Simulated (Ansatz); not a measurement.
**C: a changed input and its effect**

System: C (Fd-3m, 2 atoms in the cell).
Method of the first run: Kohn-Sham DFT of a periodic cell, PBE with D4, all-electron LAPW, scalar-relativistic, no spin polarisation (Ansatz 0.2.0).

The structure derives from an entry of the Crystallography Open Database. Text and figures count atoms from 1; the logs count them from 0 in places.

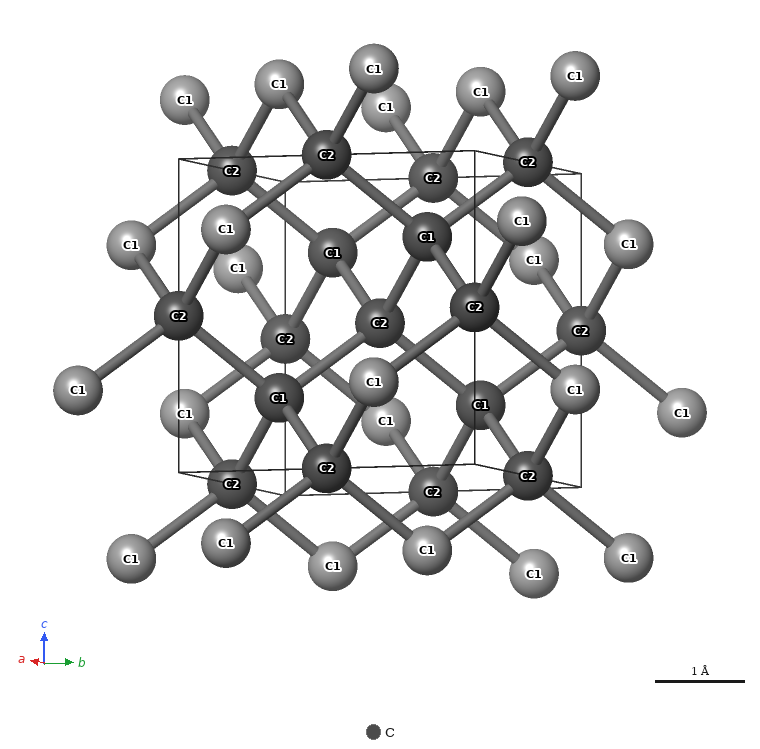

The input geometry (ball-and-stick view of the cell 4 times as large as that of the calculation, set on its symmetry axes, seen at an oblique angle; neighbours outside the cell are drawn fainter; atoms are numbered from 1 in the order of the input). Near neighbours in the crystal (not all of them lie inside the picture): C has 4 C at 1.54 Å.

**Input, the first run**
```yaml
crystal:
  lattice:
    - [0.0, 1.78337, 1.78337]
    - [1.78337, 0.0, 1.78337]
    - [1.78337, 1.78337, 0.0]
  atoms:
    - { symbol: C, position: [0.75, 0.75, 0.75] }
    - { symbol: C, position: [0.5, 0.5, 0.5] }
kpoints:
  mp_grid: { grid: [13, 13, 13] }
scf:
  occupations: { method: fermi_dirac, width: 0.05 }
hamiltonian:
  xc: pbe
  dispersion: d4
  pseudopotentials: { kind: all_electron, lapw: { basis_error: 0.001 } }
output:
  forces: true
  stress: true
relax:
  f_tol: 0.01
  max_steps: 60
  cell: {}
```

Command:
```bash
ansatz run input.yaml --threads 1 --pin off --max-ram 3072MiB --backend cpu --events-out ev --progress --plain --runs-dir out
```

Hardware: 1 thread of Arm Neoverse V1, 24 GiB of memory available, shared host.

**Output, shortened to warnings, some set-up lines, iterations and results (the first run)**
```
Basis set: ecut = 475.52287301653826 eV, 283 PW (Γ), exchange–correlation at level 2
Symmetry: 48 space group operations
k-points: 84 of 2197
Initial density: superposition of atomic densities (chi_scale 0.1, normalization cell)
[...]
SCF iter   1: F=—  HF=-2074.502670 eV  |F-HF|=—  |Δ(HF+E_count)|=         —  Δρ=1.36e-1  dr2=1.49e0  ethr=1.24e-2  ⟨swp⟩=2.0  Hψ=6203  notcnv=0
SCF iter   2: F=—  HF=-2073.957581 eV  |F-HF|=—  |Δ(HF+E_count)|=   5.45e-1  Δρ=5.42e-2  dr2=2.19e-1  ethr=1.24e-2  ⟨swp⟩=2.8  Hψ=2290  notcnv=0
SCF iter   3: F=—  HF=-2073.893215 eV  |F-HF|=—  |Δ(HF+E_count)|=   6.44e-2  Δρ=4.65e-3  dr2=8.22e-4  ethr=6.91e-6  ⟨swp⟩=2.3  Hψ=4288  notcnv=0
SCF iter   4: F=—  HF=-2073.893654 eV  |F-HF|=—  |Δ(HF+E_count)|=         —  Δρ=3.13e-4  dr2=2.95e-6  ethr=6.85e-6  ⟨swp⟩=2.2  Hψ=1882  notcnv=0
SCF iter   5: F=-2073.893661 eV  HF=-2073.893661 eV  |F-HF|=5.99e-8  |Δ(HF+E_count)|=   6.17e-6  Δρ=3.13e-5  dr2=2.96e-8  ethr=2.46e-8  ⟨swp⟩=3.0  Hψ=2166  notcnv=0
[... 11 lines ...]
relax step   3: F+E_penalty+E_count = -2073.89467066 eV  Δ(F+E_penalty+E_count) = -1.621e-4 eV  max|allowed force component| = 1.110e-16 eV/Å  Δτ_max = 0.0000 Å  P = +0.016 …
SCF iter   1: F=—  HF=-2073.894670 eV  |F-HF|=—  |Δ(HF+E_count)|=         —  Δρ=1.67e-5  dr2=1.03e-8  ethr=8.55e-11  ⟨swp⟩=4.8  Hψ=4806  notcnv=0
SCF iter   2: F=-2073.894670 eV  HF=-2073.894670 eV  |F-HF|=5.09e-9  |Δ(HF+E_count)|=   1.81e-8  Δρ=8.91e-6  dr2=3.05e-9  ethr=8.55e-11  ⟨swp⟩=2.0  Hψ=1852  notcnv=0
SCF 4 converged in 2 iterations: F = -2073.894670 eV  dr2 = 3.05e-9
relax step   4: F+E_penalty+E_count = -2073.89467045 eV  Δ(F+E_penalty+E_count) = +2.147e-7 eV  max|allowed force component| = 1.573e-16 eV/Å  Δτ_max = 0.0000 Å  P = +0.016 …
basis re-selected at this cell: Δ(F+E_penalty+E_count) = +2.147e-7 eV, ΔP = -0.001 GPa vs the last step (what re-selecting the basis moved, after the strain that the cell walked since its last selection, with what the two solves' SCF thresholds leave and, on support functions, any second-order …
SCF converged after 2 iterations
Free energy (F): -2073.894670 eV
Harris-Foulkes:  -2073.894670 eV  (|F-HF|=5.09e-9)
Internal energy: -2073.894670 eV  (E = F + TS)
E sigma→0 (E₀):  -2073.894670 eV
Fermi energy:    15.839574 eV
--- Per-component energies (eV) ---
  E_band       = -969.909699
  E_kinetic    = 2066.946155
  E_xc         = -295.675696
  E_electrostatic = -3844.735708  (all electrons and nuclei)
  E_disp       = -0.429422  (pairwise vdW)
  E_smearing   = -0.000000  (= −TS)
  E_closure    = 0.000000  (closes the sum)
  E_atoms      = -2055.265647  (free atoms, spherical and without spin; not in F)
  Σ components = -2073.894670   (vs F -2073.894670, Δ=0.00e0)
  Basis errors (estimates in eV, not in F): energy 6.2e-4 per atom: plane waves 6.0e-4 (3.9e-4 summed), levels above the bands 1.4e-80, relativity 9.6e-9, radial functions 1.9e-5, core shells 0.0e0; eigenvalues (radial functions only) 9.8e-7; not estimated: angular momenta, meshes, grids; target …
--- Forces (eV/Å), atoms counted from 1 ---
  atom   1  C     -0.00000000    -0.00000000    -0.00000000
  atom   2  C      0.00000000     0.00000000     0.00000000
  max |Σ_I F_I| component: 5.55e-17 eV/Å
--- Stress (GPa, compression-positive) ---
        0.015523      -0.000000      -0.000000
       -0.000000       0.015523      -0.000000
       -0.000000      -0.000000       0.015523
  P = ⅓ Tr σ = 0.0155 GPa (0.155 kbar)
--- Relaxed structure (3 steps of the walk, 3 accepted, 1 SCFs on fresh bases) ---
  F+E_penalty+E_count = -2073.89467045 eV   max|allowed force component| = 1.573e-16 eV/Å   (the final SCF, on the basis selected at the relaxed cell)
  cell:  # Å, volume = 11.2521 Å³
    - [-5.095372032895589e-35, 1.778559498230578, 1.778559498230578]
    - [1.778559498230578, -3.184607520559744e-35, 1.778559498230578]
    - [1.778559498230578, 1.778559498230578, -4.458450528783641e-35]
  atoms:
    - { symbol: C, position: [0.75, 0.75, 0.75] }
    - { symbol: C, position: [0.5, 0.5, 0.5] }
```

For the second run the input was changed thus:
```diff
-  xc: pbe
-  dispersion: d4
+  xc: rpbe
-  f_tol: 0.01
+  f_tol: 0.02
```

Predict how the results change.

The total energies belong to different models, so their difference says nothing on which is more stable or more accurate. The volume per atom goes from 5.63 to 5.78 Å³. The functional changes from PBE to RPBE. The SCF takes 15 iterations over all geometry steps against 13.

**Output, shortened to warnings, some set-up lines, iterations and results (the second run)**
```
Basis set: ecut = 473.6280188012958 eV, 283 PW (Γ), exchange–correlation at level 2
Symmetry: 48 space group operations
k-points: 84 of 2197
Initial density: superposition of atomic densities (chi_scale 0.1, normalization cell)
[...]
SCF iter   1: F=—  HF=-2076.511804 eV  |F-HF|=—  |Δ(HF+E_count)|=         —  Δρ=1.35e-1  dr2=1.46e0  ethr=1.22e-2  ⟨swp⟩=2.0  Hψ=6203  notcnv=0
SCF iter   2: F=—  HF=-2076.006365 eV  |F-HF|=—  |Δ(HF+E_count)|=   5.05e-1  Δρ=5.44e-2  dr2=2.21e-1  ethr=1.22e-2  ⟨swp⟩=2.7  Hψ=2275  notcnv=0
SCF iter   3: F=—  HF=-2075.950351 eV  |F-HF|=—  |Δ(HF+E_count)|=   5.60e-2  Δρ=4.66e-3  dr2=9.21e-4  ethr=7.74e-6  ⟨swp⟩=2.2  Hψ=4259  notcnv=0
SCF iter   4: F=—  HF=-2075.951180 eV  |F-HF|=—  |Δ(HF+E_count)|=         —  Δρ=3.63e-4  dr2=4.21e-6  ethr=7.68e-6  ⟨swp⟩=3.0  Hψ=2176  notcnv=0
SCF iter   5: F=-2075.951194 eV  HF=-2075.951194 eV  |F-HF|=1.81e-7  |Δ(HF+E_count)|=   1.33e-5  Δρ=3.81e-5  dr2=5.03e-8  ethr=3.50e-8  ⟨swp⟩=3.0  Hψ=2185  notcnv=0
[... 15 lines ...]
relax step   4: F+E_penalty+E_count = -2075.95625338 eV  Δ(F+E_penalty+E_count) = -5.891e-7 eV  max|allowed force component| = 5.551e-17 eV/Å  Δτ_max = 0.0000 Å  P = +0.004 …
SCF iter   1: F=—  HF=-2075.956254 eV  |F-HF|=—  |Δ(HF+E_count)|=         —  Δρ=2.35e-5  dr2=3.52e-8  ethr=2.92e-10  ⟨swp⟩=3.0  Hψ=4296  notcnv=0
SCF iter   2: F=-2075.956254 eV  HF=-2075.956254 eV  |F-HF|=1.63e-8  |Δ(HF+E_count)|=   4.64e-8  Δρ=1.26e-5  dr2=9.42e-9  ethr=2.92e-10  ⟨swp⟩=2.3  Hψ=1872  notcnv=0
SCF 5 converged in 2 iterations: F = -2075.956254 eV  dr2 = 9.42e-9
relax step   5: F+E_penalty+E_count = -2075.95625366 eV  Δ(F+E_penalty+E_count) = -2.761e-7 eV  max|allowed force component| = 7.401e-17 eV/Å  Δτ_max = 0.0000 Å  P = +0.004 …
basis re-selected at this cell: Δ(F+E_penalty+E_count) = -2.761e-7 eV, ΔP = -0.001 GPa vs the last step (what re-selecting the basis moved, after the strain that the cell walked since its last selection, with what the two solves' SCF thresholds leave and, on support functions, any second-order …
SCF converged after 2 iterations
Free energy (F): -2075.956254 eV
Harris-Foulkes:  -2075.956254 eV  (|F-HF|=1.63e-8)
Internal energy: -2075.956254 eV  (E = F + TS)
E sigma→0 (E₀):  -2075.956254 eV
Fermi energy:    15.451960 eV
--- Per-component energies (eV) ---
  E_band       = -975.306750
  E_kinetic    = 2068.350474
  E_xc         = -297.804377
  E_electrostatic = -3846.502351  (all electrons and nuclei)
  E_smearing   = -0.000000  (= −TS)
  E_closure    = 0.000000  (closes the sum)
  E_atoms      = -2058.709256  (free atoms, spherical and without spin; not in F)
  Σ components = -2075.956254   (vs F -2075.956254, Δ=0.00e0)
  Basis errors (estimates in eV, not in F): energy 6.5e-4 per atom: plane waves 6.2e-4 (4.1e-4 summed), levels above the bands 3.0e-79, relativity 9.0e-9, radial functions 2.4e-5, core shells 0.0e0; eigenvalues (radial functions only) 9.4e-7; not estimated: angular momenta, meshes, grids; target …
--- Forces (eV/Å), atoms counted from 1 ---
  atom   1  C      0.00000000     0.00000000    -0.00000000
  atom   2  C     -0.00000000    -0.00000000     0.00000000
  max |Σ_I F_I| component: 3.70e-17 eV/Å
--- Stress (GPa, compression-positive) ---
        0.003574      -0.000000       0.000000
       -0.000000       0.003574      -0.000000
        0.000000      -0.000000       0.003574
  P = ⅓ Tr σ = 0.0036 GPa (0.036 kbar)
--- Relaxed structure (4 steps of the walk, 4 accepted, 1 SCFs on fresh bases) ---
  F+E_penalty+E_count = -2075.95625366 eV   max|allowed force component| = 7.401e-17 eV/Å   (the final SCF, on the basis selected at the relaxed cell)
  cell:  # Å, volume = 11.5520 Å³
    - [-2.5476860164477926e-35, 1.7942211742187533, 1.7942211742187533]
    - [1.7942211742187533, -8.279979553455332e-35, 1.7942211742187533]
    - [1.7942211742187533, 1.7942211742187533, 4.4584505287836404e-35]
  atoms:
    - { symbol: C, position: [0.7499999999999999, 0.7499999999999999, 0.7499999999999999] }
    - { symbol: C, position: [0.5, 0.5, 0.5] }
```

**The two runs side by side**

| quantity | the first run | the second run |
| --- | --- | --- |
| outcome | converged | converged |
| free energy per atom (eV) | −1036.9473 | −1037.9781 |
| pressure (GPa) | 0.02 | 0.00 |
| volume per atom (Å³) | 5.63 | 5.78 |
| largest force (eV/Å) | 0.000 | 0.000 |
| SCF iterations | 13 | 15 |
| irreducible k-points | 84 | 84 |
| wall time (shared host) | 16 s | 12 s |
